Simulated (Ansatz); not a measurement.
ZrS

```xyz
8
Lattice="0.0000 -5.1844 0.0000 0.0000 0.0000 5.2500 -5.3156 0.0000 0.0000" Properties=species:S:1:pos:R:3 pbc="T T T"
Zr   -2.6578   -2.5922    0.0000
Zr    0.0000    0.0000    0.0000
Zr    0.0000   -2.5922    2.6250
Zr   -2.6578    0.0000    2.6250
S     0.0000   -2.5922    0.0000
S    -2.6578    0.0000    0.0000
S    -2.6578   -2.5922    2.6250
S     0.0000    0.0000    2.6250
```

Space group Fmmm; changed on purpose from its base cell (strain +0.0125 x Voigt [1, -1, 0, 0, 0, 0], atoms carried along); computed pressure about −6 GPa in this cell.

All numbers below come from DFT PBEsol, scalar-relativistic, plane waves, PAW in Ansatz 0.2.0.

In a PAW calculation such maps are meaningful between the atoms, not at the nuclei.

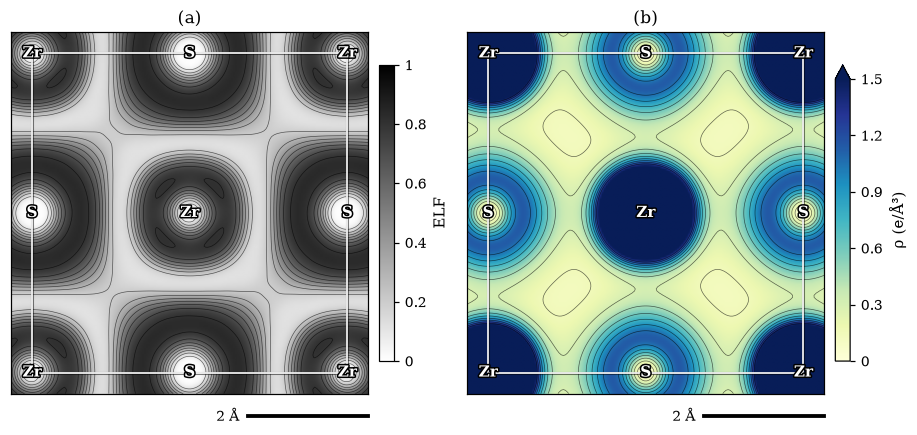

Figure 1. (a) electron localisation function; (b) valence electron density on the (100) plane of the conventional cell.

Interpret the plot.

The plane passes through Zr and S nuclei. Zr–S (2.66 Å): the density is about 0.32 e/Å³ at the midpoint; the ELF peaks at about 0.85 in the valence shell of S, 0.8 Å from its nucleus, and is about 0.25 at the midpoint (no localised pair shows between them). Between the atoms the lowest density in this plane is 0.13 e/Å³. The features right at Zr lie inside the PAW spheres, where the map follows smoothed inner orbitals and isn't to be read closely.

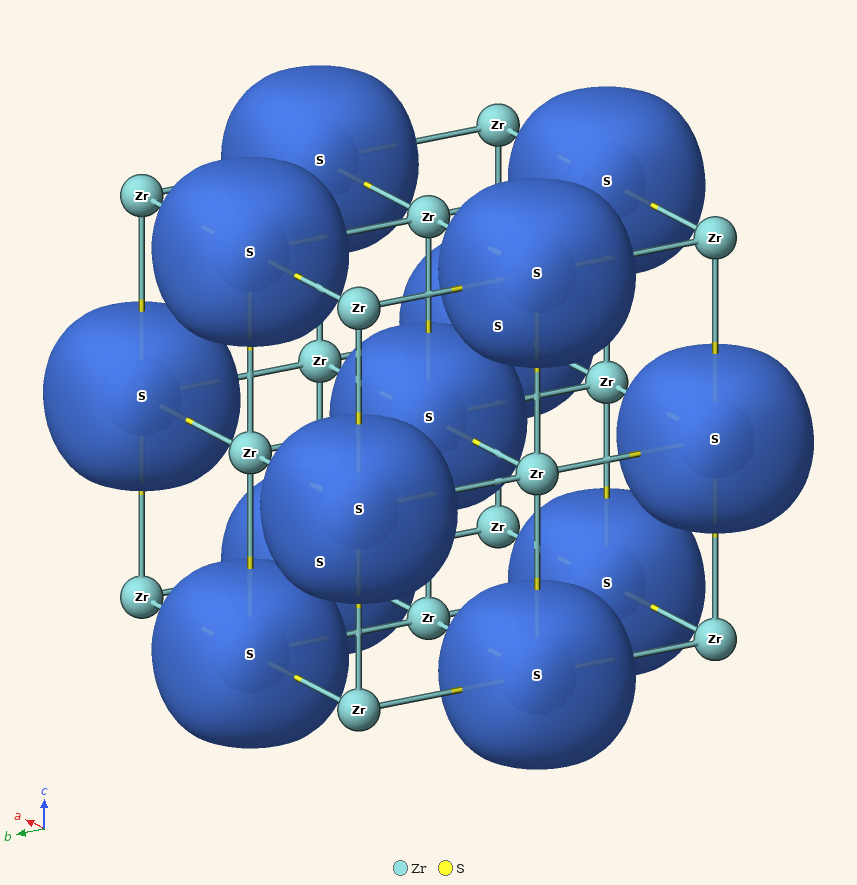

Figure 2. Isosurface of the ELF at 0.6 (blue), seen at an oblique angle. Only the valence region is drawn (cores and ρ < 0.01 e/Å³ removed). Sticks mark near contacts.

Identify the bonds, lone pairs and shells in this picture.

The ELF exceeds this value in four regions wrapped around S (the valence shell of each), counted in one cell of 8 atoms. Any copies at cell faces, edges or corners count once. Profiles from the grid: Zr–S (2.59 Å): the ELF peaks at about 0.85 in the valence shell of S, 0.8 Å from its nucleus, and is about 0.25 at the midpoint (no shared electron pair shows on this line).

Metal or insulator at this level of theory?

It is metallic or semimetallic at this level of theory: no gap opens.
